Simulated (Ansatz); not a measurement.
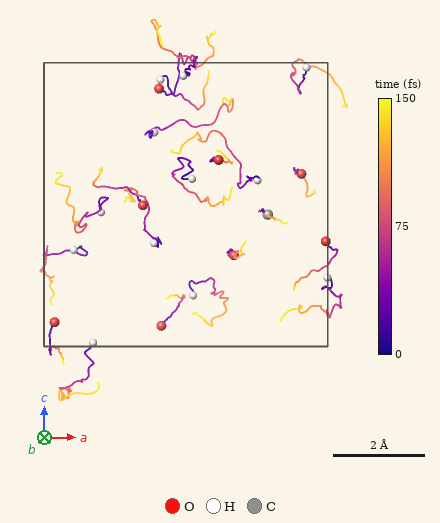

A Born-Oppenheimer molecular dynamics run of a periodic cell with 6 H2O + 1 CO2 at 1.027 g/cm³, 150 fs long. Lines trace each atom's path, coloured by time; spheres stand at the starting positions. Seen along the b axis in the simulation cell.

Computed with Ansatz 0.2.0, DFT PBE, scalar-relativistic, plane waves, PAW. Run with plane-wave cutoff 420 eV; k-point mesh 1 × 1 × 1; Fermi-Dirac smearing 0.05 eV; Langevin thermostat (NVT); set temperature 1500 K; time step 0.5 fs; H given the mass 2.014 u; friction 0.02 per fs.

Input
```yaml
crystal:
  lattice:
    - [6.265827, 0.0, 0.0]
    - [0.0, 6.265827, 0.0]
    - [0.0, 0.0, 6.265827]
  atoms:
    - { symbol: O, position: [-0.00636489, 1.07466273, 0.37093936] }
    - { symbol: H, position: [-0.00073806, 1.16907674, 0.24287596] }
    - { symbol: H, position: [0.10485933, 0.97000659, 0.34027675] }
    - { symbol: O, position: [0.41393404, 0.93182219, 0.0728945] }
    - { symbol: H, position: [0.49149925, 1.00183554, -0.04555521] }
    - { symbol: H, position: [0.52579542, 0.91300599, 0.18008285] }
    - { symbol: O, position: [0.34848395, 0.34247823, 0.49812463] }
    - { symbol: H, position: [0.38842299, 0.41036727, 0.36431961] }
    - { symbol: H, position: [0.20127355, 0.28601513, 0.47329771] }
    - { symbol: O, position: [0.61568134, 0.02414079, 0.65786562] }
    - { symbol: H, position: [0.52204033, 0.13187661, 0.59114858] }
    - { symbol: H, position: [0.75298407, 0.04587797, 0.58604066] }
    - { symbol: O, position: [0.03720281, 0.3849542, 1.08568828] }
    - { symbol: H, position: [0.17321636, 0.42758413, 1.01316509] }
    - { symbol: H, position: [-0.07408314, 0.42047756, 0.9834639] }
    - { symbol: O, position: [0.40586085, 0.51460317, 0.90925327] }
    - { symbol: H, position: [0.41069026, 0.66875465, 0.94092344] }
    - { symbol: H, position: [0.38904928, 0.49747192, 0.75483595] }
    - { symbol: C, position: [0.78933108, 0.61442724, 0.46527154] }
    - { symbol: O, position: [0.66975788, 0.62669273, 0.3217817] }
    - { symbol: O, position: [0.90767789, 0.59971332, 0.60893169] }
basis:
  ecutwfc: 420.0
kpoints:
  mp_grid: { grid: [1, 1, 1] }
hamiltonian:
  xc: pbe
scf:
  occupations: { method: fermi_dirac, width: 0.05 }
  lower_state_search: "off"
md:
  timestep: 0.5
  n_steps: 300
  ensemble: nvt_langevin
  temperature: 1500.0
  initial_velocities: maxwell_boltzmann
  seed: 883648
  friction: 0.02
  masses: [{ species: H, mass: 2.014 }]
```

Run as
```bash
ansatz run input.yaml --threads 1 --pin off --max-ram 3072MiB --backend cpu --events-out ev --progress --plain --runs-dir out
```

Describe the motion.

Answer. Root-mean-square distances from the starting positions over the second half, with the common drift of all atoms taken out: H 1.29 Å, O 0.90 Å, C 0.30 Å. The heavy atoms stay within a fraction of a molecule's size of their starting places; so short a run doesn't tell a liquid from a solid. Over the second half the temperature averages 1441 K (spread ±171 K). The potential energy in the second half lies on average 150 meV per atom above the first frame.

Limits of the set-up: masses were changed (H 2.014 u), which shifts the vibrations; the periodic images lie only 6.3 Å apart, so the values are limited by the cell's size.

The run took of the order of 7 core-minutes on a shared host.
